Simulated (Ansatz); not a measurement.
**Energy of TiAl along a strain of the cell**

System: TiAl (P-6m2, 2 atoms in the cell).
Method: DFT PBEsol, scalar-relativistic, plane waves, PAW, no spin polarisation (Ansatz 0.2.0).

The 5 runs differ only in the geometry, by a strain of the cell at fixed fractional positions. Against run 3, the strain is εzz = η. The structure derives from a Materials Project entry.

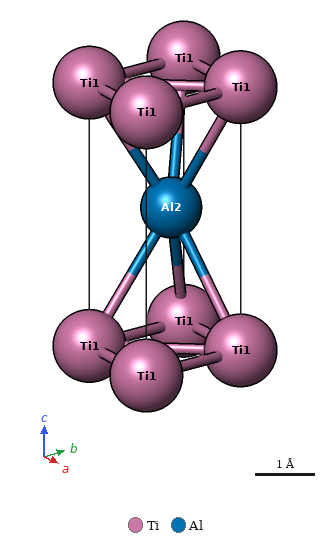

Figure 1. The structure of run 3 (ball-and-stick view of the cell of the calculation, seen slightly off an axis; atoms are numbered from 1 in the order of the input). An atom can appear more than once, as a periodic image.

### Input of run 3
```yaml
crystal:
  lattice:
    - [2.6199955819, 0.0, 0.0]
    - [-1.3099977909, 2.2689827318, 0.0]
    - [0.0, 0.0, 4.6199447394]
  atoms:
    - { symbol: Ti, position: [0.0, 0.0, 0.0] }
    - { symbol: Al, position: [0.3333333333, 0.6666666667, 0.5] }
basis:
  ecutwfc: 420
kpoints:
  mp_grid: { grid: [24, 24, 14] }
hamiltonian:
  xc: pbesol
scf:
  occupations: { method: gaussian, width: 0.15 }
output:
  forces: true
  stress: true
  eigenvalues: true
```

Command:
```bash
ansatz run input.yaml --threads 2 --pin off --max-ram 5120MiB --backend cpu --events-out ev --progress --plain --runs-dir out
```

Lattice vectors (Å) and fractional positions of run 3:
```
   2.619996    0.000000    0.000000
  -1.309998    2.268983    0.000000
   0.000000    0.000000    4.619945
Ti  0.000000  0.000000  0.000000
Al  0.333333  0.666667  0.500000
```

Run 2 differs from it as follows:
```diff
-    - [0.0, 0.0, 4.6199447394]
+    - [0.0, 0.0, 4.4351469498]
```

### Results, with one run withheld

| run | strain parameter η (%) | free energy per atom, from the lowest run given (meV) | pressure (GPa) |
| --- | --- | --- | --- |
| 1 | −8.0000 | 225.46 | 44.29 |
| 2 | −4.0000 | ? | ? |
| 3 | 0.0000 | 17.99 | 24.33 |
| 4 | 4.0000 | 0.00 | 17.50 |
| 5 | 8.0000 | 22.48 | 12.29 |

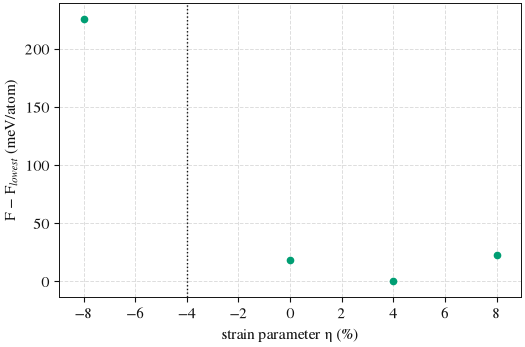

Figure 2. Free energy per atom of the runs given; the dotted line marks run 2.

Estimate the energy of run 2 from the others.

A quadratic polynomial in the coordinate, fitted to the 4 runs given, misses them by at most 3.64 meV per atom. With x = η − 1.0000, it reads F = 9.7696 − 9.3317 x + 1.6204 x² (meV per atom). At run 2 it gives 96.94 meV per atom, and the run itself gives 88.88. The fit has its minimum at η = 3.8794 %. The fit misses that run by 8.06 meV per atom.

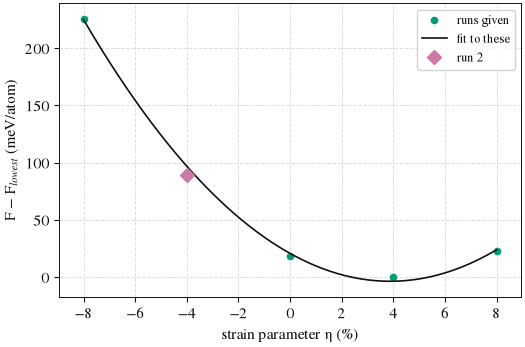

Figure 3. The fit and the withheld run.

### Output, shortened to warnings, some set-up lines, iterations and results (run 2)
```
Basis set: ecut = 420 eV, 549 PW (Γ), exchange–correlation on 36×36×60 points (8 copies of the dense FFT grid, shifted against one another)
Symmetry: 12 space group operations
k-points: 488 of 8064 (time reversal used)
Initial density: superposition of atomic densities (neutral atoms: chi_scale 0, normalization atom), corrected by the library's trained network
[...]
SCF iter   1: F=—  HF=-2998.425450 eV  |F-HF|=—  |Δ(HF+E_count)|=         —  Δρ=1.09e-2  dr2=4.43e-2  ethr=1.77e-3  ⟨swp⟩=5.0  Hψ=29781  notcnv=0
SCF iter   2: F=—  HF=-2998.420148 eV  |F-HF|=—  |Δ(HF+E_count)|=   5.30e-3  Δρ=7.00e-3  dr2=2.28e-2  ethr=2.95e-4  ⟨swp⟩=1.0  Hψ=9760  notcnv=0
SCF iter   3: F=—  HF=-2998.415698 eV  |F-HF|=—  |Δ(HF+E_count)|=   4.45e-3  Δρ=1.14e-3  dr2=6.58e-4  ethr=1.52e-4  ⟨swp⟩=2.0  Hψ=6737  notcnv=0
SCF iter   4: F=—  HF=-2998.415532 eV  |F-HF|=—  |Δ(HF+E_count)|=   1.66e-4  Δρ=2.89e-4  dr2=1.03e-5  ethr=4.39e-6  ⟨swp⟩=2.4  Hψ=8271  notcnv=0
SCF iter   5: F=—  HF=-2998.415490 eV  |F-HF|=—  |Δ(HF+E_count)|=   4.20e-5  Δρ=3.98e-5  dr2=3.18e-7  ethr=6.87e-8  ⟨swp⟩=2.3  Hψ=8975  notcnv=0
SCF iter   6: F=-2998.415490 eV  HF=-2998.415490 eV  |F-HF|=1.82e-9  |Δ(HF+E_count)|=   5.07e-8  Δρ=5.06e-6  dr2=2.40e-9  ethr=6.67e-10  ⟨swp⟩=5.4  Hψ=24034  notcnv=0
SCF 1 converged in 6 iterations: F = -2998.415490 eV  dr2 = 2.40e-9
SCF converged after 6 iterations
Free energy (F): -2998.415490 eV
Harris-Foulkes:  -2998.415490 eV  (|F-HF|=1.82e-9)
Internal energy: -2998.393397 eV  (E = F + TS)
E sigma→0 (E₀):  -2998.404443 eV
Entropy (-TS):   -0.022094 eV (-11.047 meV/atom)
Fermi energy:    13.786987 eV
--- Per-component energies (eV) ---
  E_band       = -117.839972
  E_kinetic    = 306.658235
  E_local      = -1069.995794  (includes V_loc(G=0)·N_el)
  E_nonlocal   = 21.893104
  E_hartree    = 478.259235
  E_xc         = -140.190318
  E_vxc        = -155.985532  (∫ρ·V_xc dr)
  E_paw        = -1479.278492  (= ΣΔE_a)
  E_vpaw       = -176.928419  (= ΣTr[D̂ρ^β])
  E_aug_tail   = 0.000106  (compensation charges beyond the density's cutoff)
  E_ewald      = -1115.897995
  E_core_change = 0.158523  (= ΣΔE_core)
  E_smearing   = -0.022094  (= −TS)
  E_closure    = -0.000000  (closes the sum)
  Σ components = -2998.415490   (vs F -2998.415490, Δ=0.00e0)
--- Forces (eV/Å), atoms counted from 1 ---
  atom   1  Ti     0.00000000    -0.00000000     0.00000000
  atom   2  Al     0.00000000     0.00000000    -0.00000000
  max |Σ_I F_I| component: 6.94e-18 eV/Å
--- Stress (GPa, compression-positive) ---
       34.871081      -0.000000      -0.000000
       -0.000000      34.871081      -0.000000
       -0.000000      -0.000000      29.635873
  P = ⅓ Tr σ = 33.1260 GPa (331.260 kbar)
```
